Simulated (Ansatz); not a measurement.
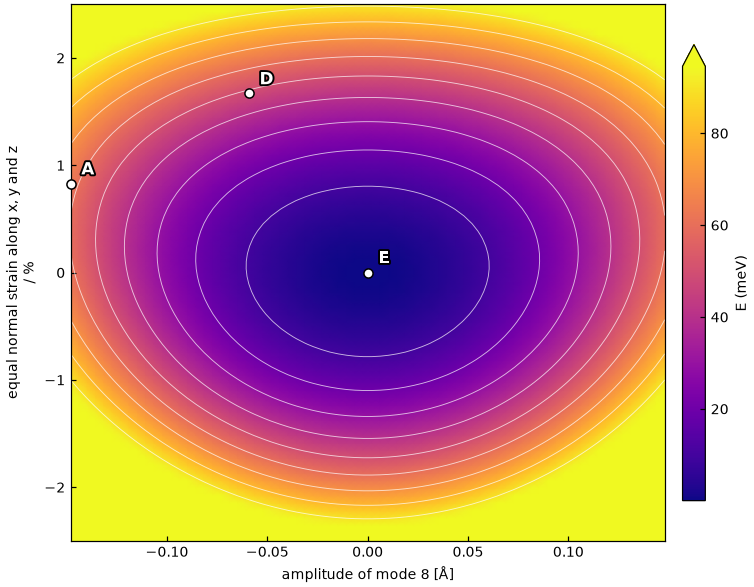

SrO (P6_3/mmc, No. 194; 4 atoms in the cell). 
- The energy is mapped over a normal mode and a strain (zone-centre modes of the 4-atom cell of this scan) (x along [1 0 0], y along [1 2 0], z along [0 0 1] of the conventional cell).
- The first coordinate is: amplitude of mode 8 (198 cm⁻¹), largest displacement in the unstrained cell; the second: equal normal strain along x, y and z.
- Nothing is relaxed (the pattern is fixed in fractional coordinates).
- Grid: 11 × 7 points; 42 points were computed and 35 follow by symmetry.
- Points are written as (first, second).
- Energies are in meV per cell, from the lowest grid point.
- Computed with Ansatz, DFT PBE, scalar-relativistic, plane waves, PAW. Settings: cutoff 520 eV, k-mesh 9×9×4 in the order of the run's cell vectors, gaussian smearing 0.05 eV, no spin polarisation.

In the figure: a smooth colour map with a few white contour lines, one colour for all values above the top of the scale, lettered points. Between grid points the surface is interpolated.

Is D the lowest point of the computed grid?

Answer. No. D lies 48 meV above the lowest grid point, which is at (0.000 Å, 0.00 %).

What kind of point is each of D, E: minimum, saddle, maximum or slope?

Answer. D: on a slope; E: minimum. (In these two coordinates alone; a stationary point may lie a little off the grid point.)

Rank the lettered points by energy, lowest first.

Answer. E (0 meV), D (48 meV), A (63 meV).
